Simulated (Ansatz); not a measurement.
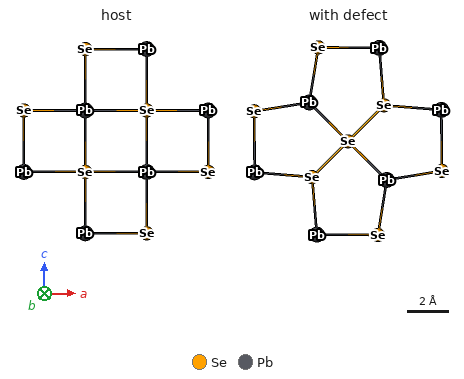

Left: perfect PbSe. Right: the same region with one point defect, after relaxing the atoms in a supercell of 64 sites. A ball-and-stick model of the atoms within 5.4 Å of one point, in a slice 4.2 Å thick across the line of sight, seen along the b axis.

Theory: Ansatz 0.2.0, DFT, PBEsol, PAW, plane waves. Set-up: plane-wave cutoff 420 eV; k-point mesh 1 × 1 × 1; mesh shifted by (0.25, 0.25, 0.25); collinear spin. Fermi-Dirac smearing of 0.01 eV. A uniform background neutralises the charged cell. The axes drawn are those of the host's conventional cell.

Which defect is it?

Answer. An extra selenium atom is put between the host's atoms (an interstitial).

The charge state of the cell is +1.

How does the lattice respond?

Answer. The Se atom starts with 4 Pb at 2.64 to 2.65 Å, 4 Se at 2.64 to 2.65 Å around its place and ends with 2 Se at 2.52 to 2.53 Å, 2 Pb at 2.74 Å. Of the host's atoms, a lead atom moves furthest from its site, by 0.58 Å. The Se atom itself moves 1.34 Å from where it was put. The cell's net moment is 1.00 μB.

Limits of the set-up: the cell is charged, on a uniform background, and energies carry no finite-size correction.
